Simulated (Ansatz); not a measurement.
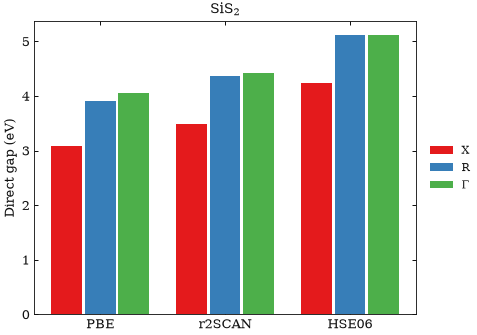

Direct gap at each named k point, by several methods on one cell of SiS₂, space group Ibam (No. 72), 6 atoms in the primitive cell, relaxed with r2SCAN+rVV10; a = 6.19 Å, b = 6.19 Å, c = 6.19 Å, α = 127.42°, β = 77.87°, γ = 127.04°. All runs are without spin-orbit coupling and carry no moments. The names follow the standardised cell of this lattice; in reduced coordinates of the cell that was run, X is (0.5, −0.5, 0.5) and R is (0, 0.5, 0). The smallest gap is indirect or lies off these points.

| method | program | X (eV) | R (eV) | Γ (eV) |
| --- | --- | --- | --- | --- |
| PBE | Ansatz | 3.08 | 3.91 | 4.05 |
| r2SCAN | Ansatz | 3.49 | 4.37 | 4.42 |
| HSE06 | Ansatz | 4.23 | 5.11 | 5.11 |

**Estimate the dielectric-dependent PBE0 values. It was run as: dielectric-dependent PBE0, Ansatz PAW set, 4×4×4 k mesh, 420 eV cutoff, fixed occupations (Ansatz 0.2.0).**

Exact exchange opens the gap over the semilocal values shown, the highest of which is 3.49 eV (r2SCAN) at X. dielectric-dependent PBE0 gives 5.37 eV at X, 5.98 eV at R and 5.81 eV at Γ, which is +2.29 eV from PBE at X.

**Does dielectric-dependent PBE0 open these direct gaps by one amount over PBE?**

The shifts are +2.29 eV at X, +2.07 eV at R and +1.76 eV at Γ, and at points that aren't plotted +1.87 eV (S) and +1.93 eV (W): over the named points that both runs hold, a spread of 0.53 eV on a mean of 1.98 eV, so one shift doesn't describe them.

**How do the methods rank at X?**

From low to high: PBE 3.08, r2SCAN 3.49, HSE06 4.23, dielectric-dependent PBE0 5.37 eV.

Settings. PBE: Ansatz PAW set, 6×6×6 k mesh, 420 eV cutoff, Fermi-Dirac smearing of 0.02 eV (Ansatz). r2SCAN: Ansatz PAW set, 6×6×6 k mesh, 500 eV cutoff, fixed occupations (Ansatz 0.2.0). HSE06: Ansatz PAW set, 4×4×4 k mesh, 420 eV cutoff, fixed occupations (Ansatz 0.2.0).

These are four of the 7 methods that were run on this cell. r2SCAN, HSE06 and dielectric-dependent PBE0: the PAW data sets were made with another functional. LDA, GGA and most meta-GGA functionals understate gaps. HSE06 and dielectric-dependent PBE0: the k mesh is thin for exact exchange. Over all k points computed the smallest gap is 2.73 eV in PBE, 3.12 eV in r2SCAN, 3.83 eV in HSE06 and 4.52 eV in dielectric-dependent PBE0. The names follow the standardised cell of this lattice; in reduced coordinates of the cell that was run, S is (0.5, 0, 0) and W is (0.25, 0.25, 0.25).
